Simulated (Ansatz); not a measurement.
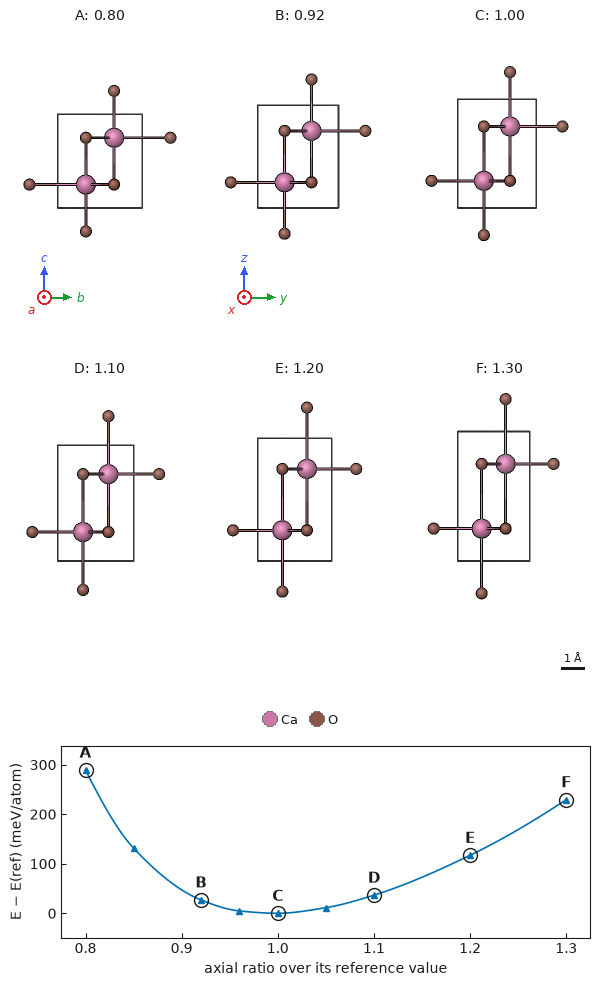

Energy scan for solid CaO (P6_3/mmc), in which the ratio of the cell's length along z to its lengths across, counted as 1 for the reference, is changed at fixed volume (a c/a path), with the atoms kept at their fractional coordinates. x, y and z are the Cartesian axes of the input. The lettered frames are marked on the plot. A ball-and-stick model of the cell of the calculation, repeated 2 × 1 × 1 with one cell outlined, seen along the a axis.

Level of theory: Ansatz 0.2.0, DFT LDA, scalar-relativistic, plane waves, PAW. (plane-wave cutoff 420 eV; k-point mesh 9 × 9 × 6; occupations gaussian; smearing width 0.05 eV; no spin polarisation). Energies (free energies at the smearing named) are counted from the cell as listed in its source, which wasn't relaxed.

What does the scan show?

The lowest computed point lies at the relative ratio 1.00 (0.0 meV/atom). At the ends of the scan the energy is 289.1 meV/atom (0.80) and 229.4 meV/atom (1.30). The unrelaxed reference is under a pressure of −5.7 GPa. The distortion keeps the space group P6_3/mmc. At the relative ratio 1.30 the cell of the drawing goes a 3.992 → 3.658 Å, b 3.992 → 3.658 Å, c 4.785 → 5.699 Å.

The computed points:

```
axial ratio over its reference value  E − E(ref) (meV/atom)
                                0.80                  289.1
                                0.85                  131.5
                                0.92                   27.0
                                0.96                    4.8
                                1.00                    0.0
                                1.05                   11.3
                                1.10                   36.6
                                1.20                  117.1
                                1.30                  229.4
```
